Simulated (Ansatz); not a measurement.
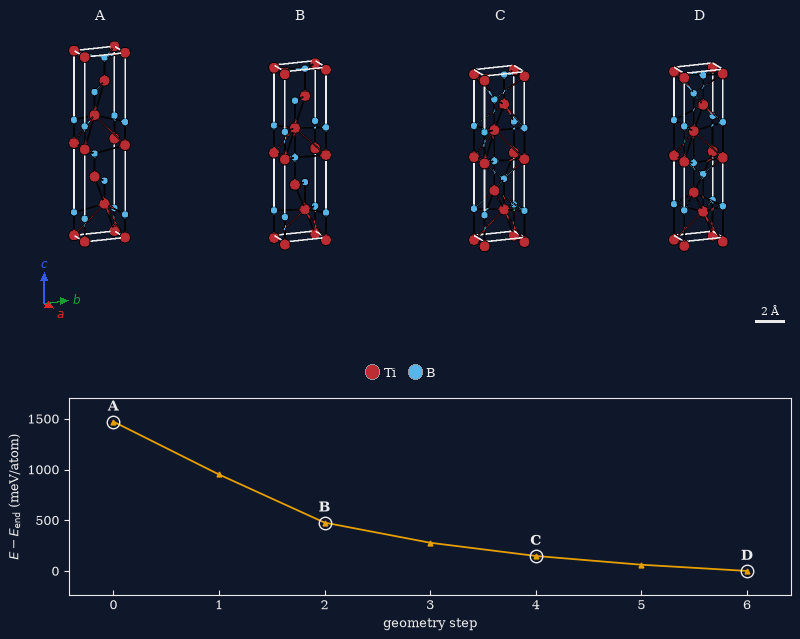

Frames of a relaxation of crystalline TiB (a generated structure, set up in P6_3mc), marked on the history of the run. The picture is a ball-and-stick view of the cell of the calculation, seen slightly off an axis.

Case: stacking ABCACB.

Method: Ansatz, DFT PBEsol, scalar-relativistic, plane waves, PAW. Set-up: plane-wave cutoff 420 eV; k-point mesh 12 × 12 × 4; occupations gaussian; smearing width 0.1 eV; no spin polarisation; cell and atoms relaxed; force threshold 0.01 eV/Å; at most 45 steps.

### What happens along the run?

The run was cut off at its time limit before the relaxation converged, so the last structure is only a point on the way. The largest moves relative to the cell, 0.83 Å, are those of B atoms. By element the largest moves are B 0.83 Å, Ti 0.75 Å. The drawn cell changes as follows: a = b 3.830 → 3.666 Å (−4.3 %), c 13.239 → 12.052 Å (−9.0 %); the volume changes by −16.6 %. Some distances before and after: B–Ti 3.535 → 2.354 Å, B–Ti 1.655 → 2.705 Å, B–Ti 3.535 → 2.517 Å, B–Ti 1.655 → 2.552 Å. New bonds form: B–Ti (2.76 → 2.28 Å), B–Ti (3.53 → 2.35 Å), B–Ti (3.53 → 2.52 Å). Bond angles that change, for instance: Ti–B–Ti 104.0° → 62.9°, Ti–B–Ti 104.0° → 74.3°, Ti–B–Ti 114.3° → 100.9°. The space group stays P6_3mc (No. 186). Over 6 geometry steps the energy falls by 1472 meV per atom. Largest force component: 9.9 eV/Å at the start, 0.77 eV/Å at the end. Pressure: 20.05 GPa at the start and −1.69 GPa at the end. The run took 7.6 min on 1 thread of Arm Neoverse V2, on a shared host, peak memory 0.66 GiB. From step 0 to 2: B atoms move most (0.26 Å), volume −4.4 %, energy −995 meV per atom. From step 2 to 4: B atoms move most (0.35 Å), volume −8.4 %, energy −329 meV per atom. From step 4 to 6: B atoms move most (0.30 Å), volume −4.7 %, energy −148 meV per atom.
